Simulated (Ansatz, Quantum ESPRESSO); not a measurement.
# puckered SnSe, 1 layer: the gap along the path at a withheld member of a series

How the rows were computed: Quantum ESPRESSO 7.5, PBE, GBRV ultrasoft. Cell and atoms are first relaxed; each strained cell is then held, the other axis too, and the atoms relax in it. A periodic run with 15 Å of vacuum in the starting cell gives the vacuum levels, and bands follow along a path. The series steps strain along the first axis.

```
strain along the first axis  gap along the path (eV)
                       -4 %                    0.459
                       -3 %                    0.571
                       -2 %                    0.662
                       -1 %                    0.767
                        1 %                    0.817
                        2 %                    0.866
                        3 %                    0.914
                        4 %                    0.962
```

To predict: What is the gap along the path at 0 %?

**Fit.** The rows at -1 % and 1 % give a slope of (0.817 − (0.767))/(1 − (−1)) = 0.025, so a straight line gives 0.792 eV. A parabola through these and the row at -2 % gives 0.819 eV.

What the calculation gave: 0.778 eV. The line misses by +0.014 and the parabola by +0.041 eV. The line does better here.

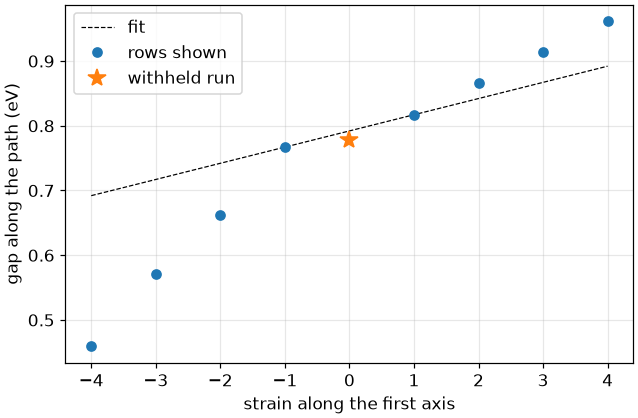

The rows shown, the fit and the withheld run.

Caveats: Semilocal gaps are too small; the 1×1 cell can't ripple over many cells under compression as a free sheet would. No spin-orbit coupling. The relaxed reference cell is not at the least energy of this series, so the strains count from a biased zero.

[Logs are printed without paths, hosts, clocks, repeated set-up lines and the standing remarks that a program may print on its own settings, such as how far it seeks lower states.]
